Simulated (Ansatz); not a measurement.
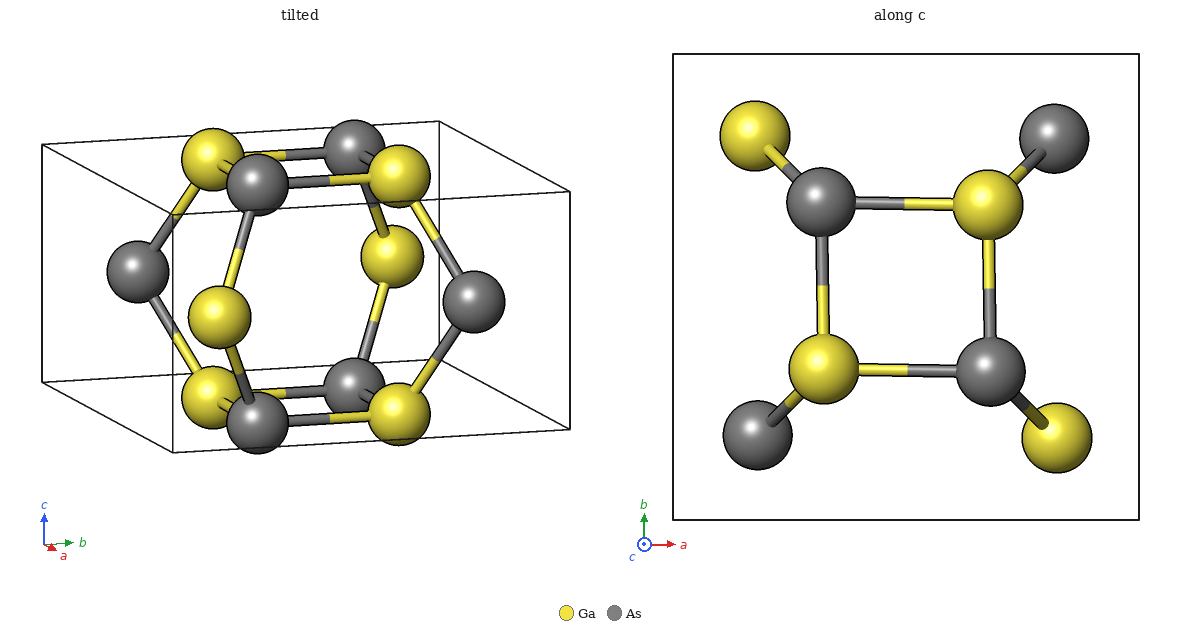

The structure above is drawn in ball-and-stick style and viewed slightly off an axis and along the c axis. The edges of the conventional unit cell are marked. Cell: a = 7.02 Å, b = 7.02 Å, c = 4.06 Å, α = 90.00°, β = 90.00°, γ = 90.00°.

Origin of the cell: a structure type filled with these elements by a generator (whether the compound takes this form wasn't checked). Earlier steps of the study may have refined or changed the cell and positions. It was the input of a calculation with Ansatz.

**Explain the picture.**

The compound is GaAs. It belongs to space group P4_2/mnm (No. 136) and has a primitive tetragonal lattice. Content of the cell: 4 Ga, 4 As (Z = 4). The coordination shell of Ga holds four As in a distorted tetrahedral arrangement at about 2.5 Å. Each As atom has four Ga in a distorted tetrahedral arrangement at about 2.5 Å around it. The bonds build a three-dimensional framework.

Run with DFT PBE, scalar-relativistic, plane waves, PAW (Ansatz) and these settings: plane waves up to 420 eV, k-point mesh 6×6×10, Gaussian smearing of 0.01 eV, no spin polarisation.

**Is it conducting or gapped at this level?**

A semiconductor at this level, with a gap of 0.21 eV, direct.

**What are the atomic charges by Bader's partition?**

Ga +0.68 e; As -0.68 e.

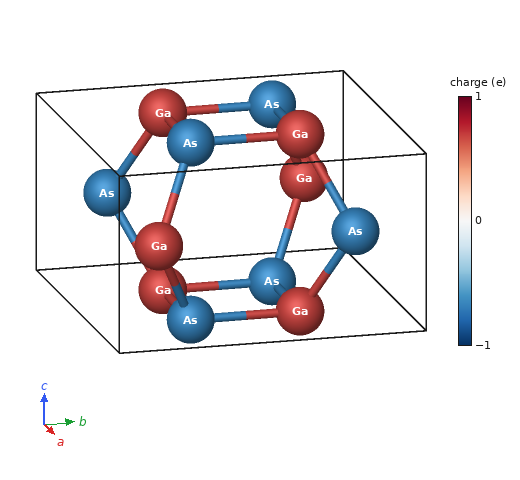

The atoms coloured by those charges. The run's cell of 8 atoms is drawn.

**Is the structure in equilibrium?**

Yes. The largest force is 0.01 eV/Å. The pressure is 0.0 GPa, close to zero.
